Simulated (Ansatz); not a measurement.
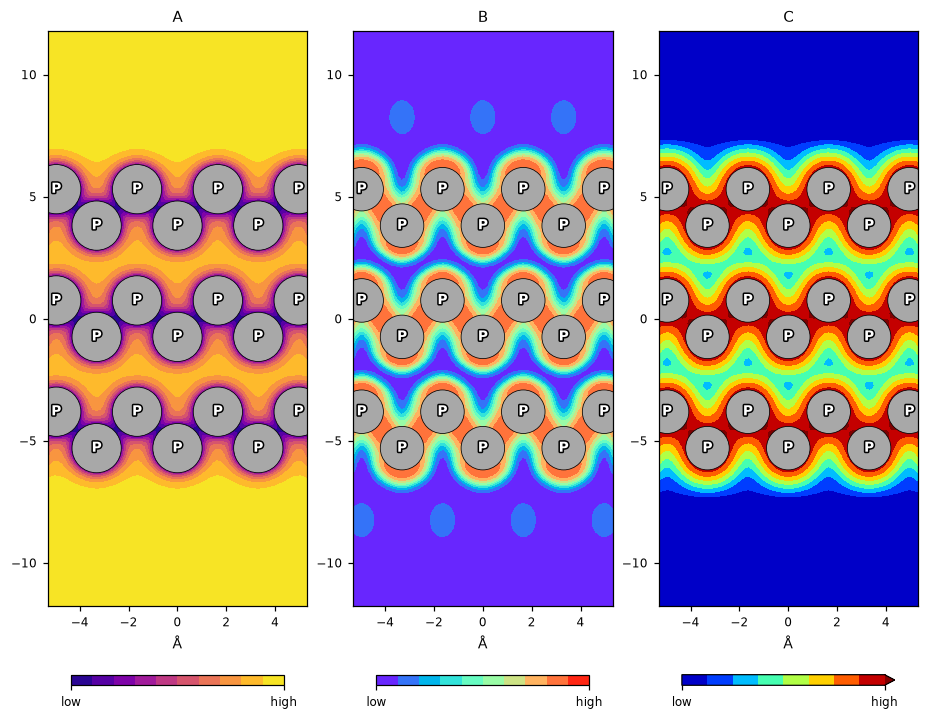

P (slab): 3 fields on the (010) plane of the calculation cell, a cut from vacuum to vacuum, with unlabelled colour scales. Grey discs cover the atomic cores.

Not relaxed (largest force 1.3 eV/Å).

These are results of Ansatz, DFT PBE, scalar-relativistic, plane waves, PAW, not measurements.

```cif
data_structure
_symmetry_space_group_name_H-M 'P 1'
_symmetry_Int_Tables_number 1
_cell_length_a 3.3104
_cell_length_b 5.8805
_cell_length_c 30.1657
_cell_angle_alpha 90.000
_cell_angle_beta 90.000
_cell_angle_gamma 106.348
_cell_volume 563.49
loop_
_atom_site_label
_atom_site_type_symbol
_atom_site_fract_x
_atom_site_fract_y
_atom_site_fract_z
_atom_site_occupancy
P1 P 0.59407 0.18814 0.24863 1
P2 P 0.09407 0.18814 0.29810 1
P3 P 0.90593 0.81186 0.32417 1
P4 P 0.40593 0.81186 0.37365 1
P5 P 0.59407 0.18814 0.39972 1
P6 P 0.09407 0.18814 0.44919 1
P7 P 0.90593 0.81186 0.47526 1
P8 P 0.40593 0.81186 0.52474 1
P9 P 0.59407 0.18814 0.55081 1
P10 P 0.09407 0.18814 0.60028 1
P11 P 0.90593 0.81186 0.62635 1
P12 P 0.40593 0.81186 0.67583 1
P13 P 0.59407 0.18814 0.70190 1
P14 P 0.09407 0.18814 0.75137 1
```

### The panels show electron localisation function, electrostatic potential energy of an electron and valence pseudo-density in some order. Assign them.

Panel A: electrostatic potential energy of an electron (low next to the atoms, rising into the space between them). Panel B: electron localisation function. Panel C: valence pseudo-density. From the grid: P–P (2.23 Å): ρ at the midpoint is about 0.75 e/Å³; the ELF peaks at about 0.90 between the atoms.
